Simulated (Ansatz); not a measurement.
## CO$_{2}$: Wannier-function calculation

The run: Wannier-function calculation of CO$_{2}$ (I-42d, 6 atoms in the cell). Method and program: DFT, PBE, plane waves, PAW, no spin polarisation (Ansatz 0.2.0).

The structure derives from an entry of the Crystallography Open Database. The geometry comes from this level: r2SCAN. Figures and captions count atoms from 1; the log counts them from 0 in places.

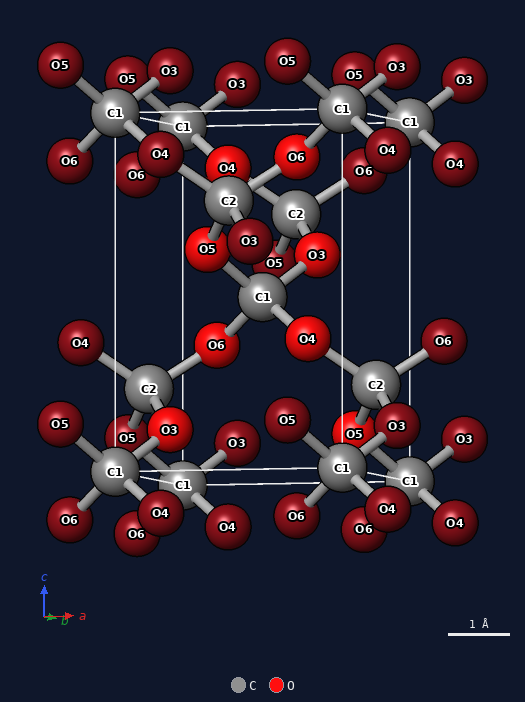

**Figure 1.** The input geometry (ball-and-stick view of the cell 2 times as large as that of the calculation, set on its symmetry axes, seen at an oblique angle; neighbours outside the cell are drawn fainter; atoms are numbered from 1 in the order of the input). Near neighbours in the crystal (not all of them lie inside the picture): C has 4 O at 1.39 Å; O has 2 C at 1.39 Å.

**Results in brief**

```tsv
quantity	value
outcome	converged
space group (tolerance 0.01 Å)	I-42d (122)
electrons treated	32
free energy	−2766.8719 eV
total spread of the Wannier functions	9.649 Å²
Fermi energy	5.456 eV
gap on the k-point mesh	7.81 eV
hardware	4 threads of Arm Neoverse V2, 24 GiB of memory available, shared host
wall time	2.6 s (CPU time 9.6 s)
peak memory	0.36 GiB
```

**Remarks**

Settings chosen away from the usual ones: mesh.

**The input**
```yaml
crystal:
  lattice:
    - [-1.9548127153, 1.9548127153, 2.9673315043]
    - [1.9548127153, -1.9548127153, 2.9673315043]
    - [1.9548127153, 1.9548127153, -2.9673315043]
  atoms:
    - { symbol: C, position: [0.0, 0.0, 0.0] }
    - { symbol: C, position: [0.75, 0.25, 0.5] }
    - { symbol: O, position: [0.375, 0.2923507872, 0.4173507872] }
    - { symbol: O, position: [0.7076492128, 0.125, 0.0826492128] }
    - { symbol: O, position: [0.875, 0.9576492128, 0.5826492128] }
    - { symbol: O, position: [0.0423507872, 0.625, 0.9173507872] }
kpoints:
  mp_grid: { grid: [8, 8, 8] }
  band_path:
    path:
      - [[0.0, 0.0, 0.0], [-1.170486125498e-17, 1.170486125498e-17, 0.5], [0.25, 0.25, 0.25], [1.143618701531e-17, 0.5, -1.143618701531e-17], [0.0, 0.0, 0.0], [0.5, 0.5, -0.5], [0.3584971134941, 0.6415028865059, -0.3584971134941]]
      - [[-0.3584971134941, 0.3584971134941, 0.3584971134941], [0.0, 0.0, 0.0]]
      - [[-1.170486125498e-17, 1.170486125498e-17, 0.5], [-0.2169942269882, 0.2169942269882, 0.5]]
      - [[0.5, 0.5, -0.2169942269882], [0.5, 0.5, -0.5]]
    npoints: 10
hamiltonian:
  xc: pbe
scf:
  occupations: { method: fixed }
  n_extra_bands: 6
output:
  forces: false
  stress: false
  eigenvalues: true
  wannier:
    kmesh: [4, 4, 4]
    projections: [{ species: O, l: p, shell: 2 }]
    minimise: true
    write_hr: true
    conv_tol: 1.0e-08
    max_iter: 1000
  write_density: true
  write_potential: true
  elf: true
  volumetric_format: npy
```

**File wannier.win**
```
! ansatz wannier90 interface
! projections by site (counted from 0) and shell: 2 2P, 3 2P, 4 2P, 5 2P
! states of the run's bands (counted from 1): 5-16
! their least projectability: 0.5666
num_bands = 12
num_wann  = 12
num_iter  = 2000
conv_tol = 1e-8
conv_window = 5
guiding_centres = true
ws_search_size = 2 2 3
write_hr = true

begin unit_cell_cart
Ang
            -1.9548127153             1.9548127153             2.9673315043
             1.9548127153            -1.9548127153             2.9673315043
             1.9548127153             1.9548127153            -2.9673315043
end unit_cell_cart

begin atoms_frac
C                        0.0                      0.0                      0.0
C                       0.75                     0.25                      0.5
O                      0.375             0.2923507872             0.4173507872
O               0.7076492128                    0.125             0.0826492128
O                      0.875             0.9576492128             0.5826492128
O               0.0423507872                    0.625             0.9173507872
end atoms_frac

mp_grid = 4 4 4
```

Launch command:
```bash
ansatz run input.yaml --threads 4 --pin off --max-ram 5529MiB --backend cpu --events-out ev --progress --plain --runs-dir out
```

**Log**
```
scf.n_extra_bands = 6 over 16 filled bands (N_el = 32.0): the run solves 22 bands
Engine: ansatz 0.2.0, aarch64-unknown-linux-gnu
Pseudopotentials: kind: paw
Pseudopotential: C, paw, valence charge 4, recommended cutoff 420 eV (normal), C.paw.azcp
Pseudopotential: O, paw, valence charge 6, recommended cutoff 420 eV (normal), O.paw.azcp
Functional definition: PBE
  parameter kappa = 0.804
  parameter beta = 0.06672455060314922
  exchange = pbe_x(kappa = kappa, mu = beta*pi^2/3)
  correlation = pbe_c(beta = beta)
Crystal: 6 atoms, lattice volume = 45.356 Å³
Basis set: ecut = 420 eV, 901 PW (Γ)
Bands: 22, of which v1, the nominal top of the filled ones, is band 16 counted from 1 (15 counted from 0)
Symmetry: 8 space group operations
Space group: I-42d (ITA 122), of the structure as read, at distance tolerance 3.6e-5 Å
k-points: 59 of 512 (time reversal used)
Non-local potential: C, projectors of the file, l = 0: 2, l = 1: 2, l = 2: 1
Non-local potential: O, projectors of the file, l = 0: 2, l = 1: 2, l = 2: 1
PAW form: soft (Blöchl's): semilocal exchange-correlation on the pseudo side does not see the compensation charge
PAW one-centre angular grid: C, 110 points (default); XC on 64 Gauss nodes
PAW one-centre angular grid: O, 110 points (default); XC on 64 Gauss nodes
Initial density: superposition of atomic densities (neutral atoms: chi_scale 0, normalization atom), corrected by the library's trained network
Initial wavefunctions: pseudopotential atomic-orbital guess
Functional: x = pbe(κ = 0.804, μ = 0.2195149727645171), c = pbe(β = 0.06672455060314922)
SCF iter   1: F=—  HF=-2766.871017 eV  |F-HF|=—  |Δ(HF+E_count)|=         —  Δρ=5.88e-3  dr2=9.35e-3  ethr=1.77e-3  ⟨swp⟩=5.2  Hψ=5049  notcnv=0  defer=222
preconditioner: auto → none  [insulator: Δε(μ)=7.861 eV  Ē_g=19.338 eV  n_scr=14 (ndim 8)  ℏωp=31.2 eV  f_vac=0.029  ε∞_Penn≈3.6]
SCF iter   2: F=—  HF=-2766.871384 eV  |F-HF|=—  |Δ(HF+E_count)|=   3.67e-4  Δρ=2.85e-3  dr2=1.30e-3  ethr=2.92e-5  ⟨swp⟩=2.1  Hψ=2615  notcnv=0  defer=233
SCF iter   3: F=—  HF=-2766.871574 eV  |F-HF|=—  |Δ(HF+E_count)|=   1.90e-4  Δρ=1.31e-3  dr2=1.60e-4  ethr=4.05e-6  ⟨swp⟩=2.0  Hψ=2016  notcnv=0  defer=233
SCF iter   4: F=—  HF=-2766.871878 eV  |F-HF|=—  |Δ(HF+E_count)|=   3.05e-4  Δρ=2.85e-4  dr2=8.45e-6  ethr=4.99e-7  ⟨swp⟩=3.0  Hψ=2335  notcnv=0  defer=131
SCF iter   5: F=—  HF=-2766.871897 eV  |F-HF|=—  |Δ(HF+E_count)|=   1.87e-5  Δρ=2.97e-5  dr2=1.19e-7  ethr=2.64e-8  ⟨swp⟩=2.6  Hψ=2133  notcnv=0  defer=113
SCF iter   6: F=-2766.871897 eV  HF=-2766.871897 eV  |F-HF|=2.29e-9  |Δ(HF+E_count)|=   3.70e-7  Δρ=2.32e-6  dr2=9.68e-10  ethr=3.13e-10  ⟨swp⟩=8.3  Hψ=4642  notcnv=0
SCF 1 converged in 6 iterations: F = -2766.871897 eV  dr2 = 9.68e-10
  greatest PAW one-centre occupation: 0.866 electrons in one spin orbital (limit 2), on the O atom at site 5 (counted from 0), in its partial waves of l = 0
```

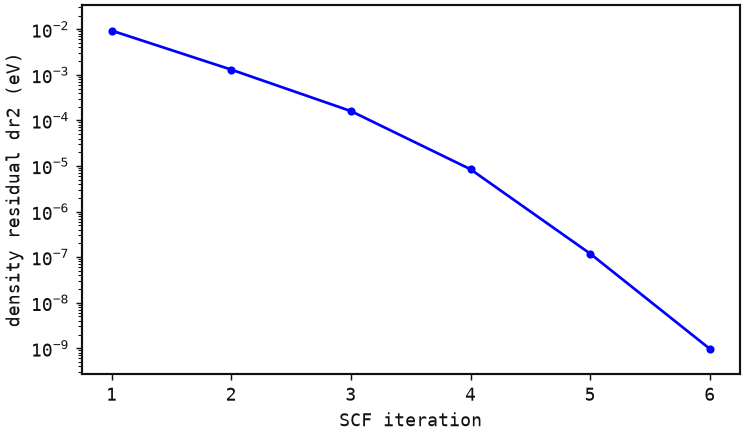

**Figure 2.** Convergence of the self-consistent field: density residual dr2 against the SCF iteration. The residual falls at every step.

```
NSCF: frozen V_eff on 94 k-points
NSCF: frozen V_eff on 16 k-points
the Wannier pass solved 16 of the 64 points of its mesh, and has the states at the others by symmetry: states obtained by the crystal's operations at points that were solved too leave a residual of 2.68e-13 eV (read by the count's bands and the next), within 8.33e-6 eV
SCF converged after 6 iterations
Free energy (F): -2766.871897 eV
Harris-Foulkes:  -2766.871897 eV  (|F-HF|=2.29e-9)
Internal energy: -2766.871897 eV  (E = F + TS)
E sigma→0 (E₀):  -2766.871897 eV
Fermi energy:    5.455749 eV
--- Per-component energies (eV) ---
  E_band       = -103.740918
  E_kinetic    = 886.161770
  E_local      = -1736.105434  (includes V_loc(G=0)·N_el)
  E_nonlocal   = 244.842782
  E_hartree    = 575.944590
  E_xc         = -388.476966
  E_vxc        = -492.451806  (∫ρ·V_xc dr)
  E_paw        = -832.355159  (= ΣΔE_a)
  E_vpaw       = -158.086958  (= ΣTr[D̂ρ^β])
  E_aug_tail   = 0.010075  (compensation charges beyond the density's cutoff)
  E_ewald      = -1516.893557
  E_smearing   = -0.000000  (= −TS)
  E_closure    = -0.000000  (closes the sum)
  Σ components = -2766.871897   (vs F -2766.871897, Δ=0.00e0)
--- Band table (eV; the first three rows and the last of 59) ---
  k-point 0: bands = ["-18.7777", "-13.5607", "-13.5607", "-12.8580", "-9.1938", "-4.3383", "-4.3383", "-3.0231", "0.8583", "1.7183", "2.9461", "4.1838", "4.1838", "4.5937", "4.5937", "5.0488", "13.2649", "15.0129", "15.0129", "15.0623", "17.9600", "18.4184"]
  k-point 1: bands = ["-18.6362", "-13.9379", "-13.5963", "-12.9454", "-8.8198", "-4.5469", "-4.1247", "-2.8367", "0.6929", "1.9851", "3.0619", "3.9953", "4.3171", "4.3550", "4.4909", "4.8876", "13.4309", "15.0012", "15.1775", "15.4028", "17.9357", "18.3040"]
  k-point 2: bands = ["-18.2226", "-14.7834", "-13.6686", "-13.1802", "-7.9710", "-4.9962", "-3.5713", "-2.4738", "0.3650", "2.5034", "2.9401", "3.3051", "4.2564", "4.2787", "4.6518", "4.8219", "13.7328", "14.9450", "15.7368", "15.7674", "17.7193", "18.4777"]
  k-point 58: bands = ["-16.7039", "-16.7039", "-13.8465", "-13.8465", "-5.1389", "-5.1389", "-3.0138", "-3.0138", "2.0631", "2.0631", "2.3199", "2.3199", "2.5684", "2.5684", "5.4397", "5.4397", "14.5527", "14.5527", "16.4638", "16.4638", "17.1061", "17.1061"]
Wannier search: line search 1 of at most 1000: gauge-dependent spread (as the search counts it) 0.3551832 Å², largest recent change 1.4e-1 Å² and fall left 2.0e-4 Å² against conv_tol 1.0e-8 Å², 0 stops escaped
```

**File wannier.spreads.toml**
```
omega_i_ang2 = 9.353356160663552
omega_d_ang2 = 0.0015888478622720587
omega_od_ang2 = 0.2937839409034322
omega_total_ang2 = 9.648728949429255
least_projectability = 0.5666389881397945
b_vectors_match_mmn = true
n_iter = 26
converged = true
rejected_fitted_steps = 1

[[wannier]]
r = [0.6604197388440758, 0.9270629720583731, 0.8073792165488792]
spread = 0.7274835426724491

[[wannier]]
r = [-1.0277497742069224, 1.2943929772923197, 2.159952310820278]
spread = 0.7274835507666726

[[wannier]]
r = [-0.9270629602658975, 1.2943926921613549, 2.2910449599248426]
spread = 0.7274835523539398

[[wannier]]
r = [1.2943928873257058, 1.0277497693479096, 3.77471070024405]
spread = 0.7274835524277101

[[wannier]]
r = [1.2943927830204338, 0.9270629458429348, 3.6436180595301204]
spread = 0.7274835534895701

[[wannier]]
r = [0.6604200235103584, 1.027749768630025, 0.6762865556905195]
spread = 0.7274835595584159

[[wannier]]
r = [2.8818756250752093, 0.6604197232321408, -0.6762865827916769]
spread = 0.7274835603170331

[[wannier]]
r = [2.982562501267546, 0.6604200345935037, -0.807379183154426]
spread = 0.7274835609100645

[[wannier]]
r = [2.9322190898291165, 0.4509453526726918, -0.7418328623871202]
spread = 0.9572151190602387

[[wannier]]
r = [1.5038673676983056, 0.9774063603158357, 3.7091643776145546]
spread = 0.9572151287726811

[[wannier]]
r = [-0.9774063425484587, 1.5038673675778143, 2.2254986147885165]
spread = 0.9572151302582732

[[wannier]]
r = [0.4509453484886621, 0.9774063271066629, 0.7418328552659964]
spread = 0.9572151388418406

[[curvature_check]]
after_line_search = 11
omega_tilde_before_ang2 = 0.3099044154601107
krylov_steps = 34
lowest_ritz_value_ang2 = -0.014123214674671066
residual_ang2 = 6.157949311813083e-13
settled = true
first_negative_step = 4
curvature_along_ang2 = -0.014114675394392213
angle_rad = 0.947422357337685
omega_tilde_after_ang2 = 0.3026501109812696
outcome = "escaped"

[[curvature_check]]
after_line_search = 26
omega_tilde_before_ang2 = 0.2953727887657042
krylov_steps = 34
lowest_ritz_value_ang2 = 0.0148111489462053
residual_ang2 = 1.623936688280364e-10
settled = true
outcome = "no-negative-curvature"
```

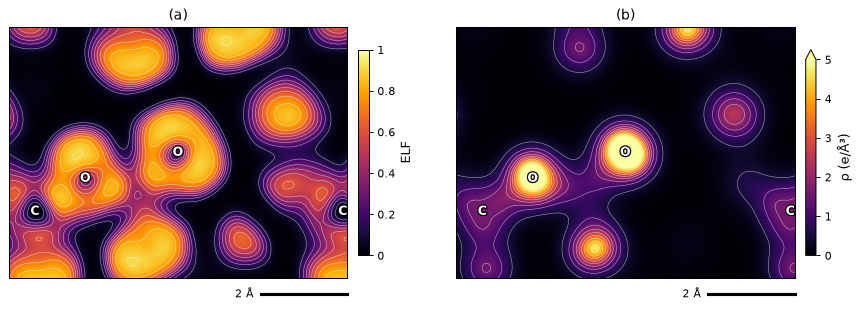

**Figure 3.** (a) ELF; (b) valence electron density on the (111) plane of the conventional cell. The section cuts through C and O sites. C–O (1.39 Å): the density is about 2.2 e/Å³ at the midpoint; the ELF peaks at about 0.85 between the atoms, which marks a polar covalent bond. Away from the nuclei the density in this plane falls to 0.02 e/Å³ at its lowest. The fields are those of the smooth PAW valence density.

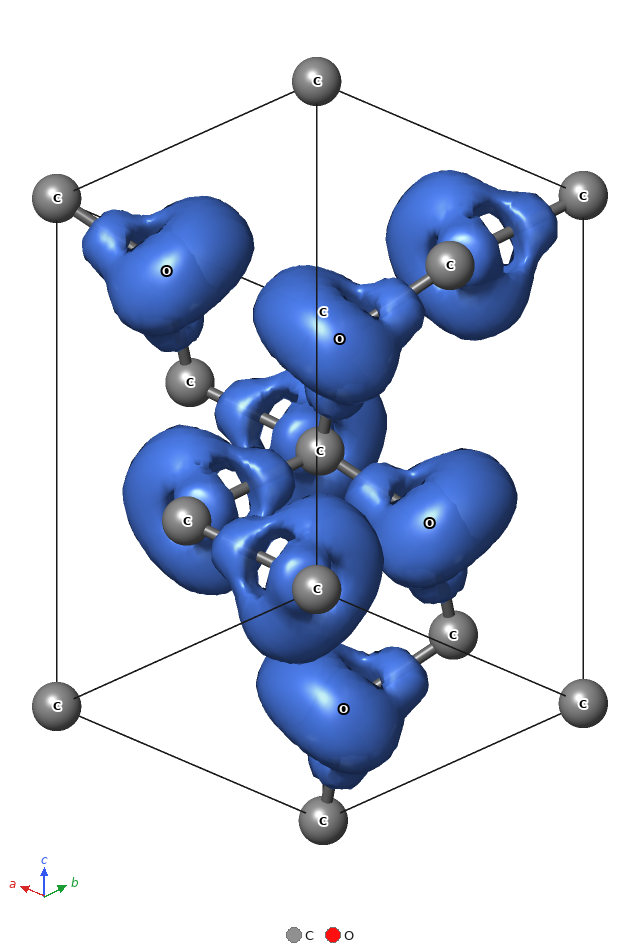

**Figure 4.** Isosurface of the ELF at 0.75 (blue), seen at an oblique angle. Only the valence region is drawn (cores and ρ < 0.01 e/Å³ removed). Sticks mark near contacts. The outline is the cell set on symmetry axes. Values along the shortest contacts:
